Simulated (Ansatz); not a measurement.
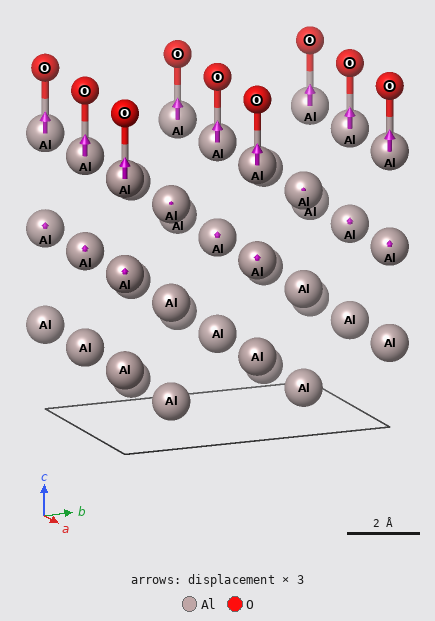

This is a constrained relaxation of a slab of composition Al6O (cut from the Fm-3m phase). The starting structure is drawn; purple arrows show the displacements, 3 times their true length.

The picture is a ball-and-stick view of the 2 × 2 repeat of the cell, outlined in the plane, without the vacuum, seen slightly off an axis.

Case: O put at a top Al site. The slab is the (1 1 0) face of Al with O on it. 3 atoms are held fixed.

The calculation used DFT PBEsol, scalar-relativistic, plane waves, PAW in Ansatz. Set-up: plane-wave cutoff 420 eV; k-point mesh 10 × 7 × 1; occupations gaussian; smearing width 0.1 eV; no spin polarisation; dipole correction; atoms relaxed in a fixed cell; force threshold 0.03 eV/Å; at most 70 steps.

**Which element moves most?**

Aluminium: up to 0.21 Å, against 0.01 Å for oxygen.

**Describe the change and its energy.**

After 5 geometry steps the energy has fallen by 0.487 eV per cell of the calculation. Largest force component: 3.8 eV/Å at the start, 0.0092 eV/Å at the end. An Al atom moves most: 0.21 Å along the normal (+c). By element the largest moves are Al 0.21 Å, O 0.01 Å. The lattice vectors keep their values. Near-neighbour distances that change, for instance: Al–O 1.880 → 1.662 Å.

Limits of the set-up: the periodic images lie only 2.8 Å apart, so the values are limited by the cell's size.
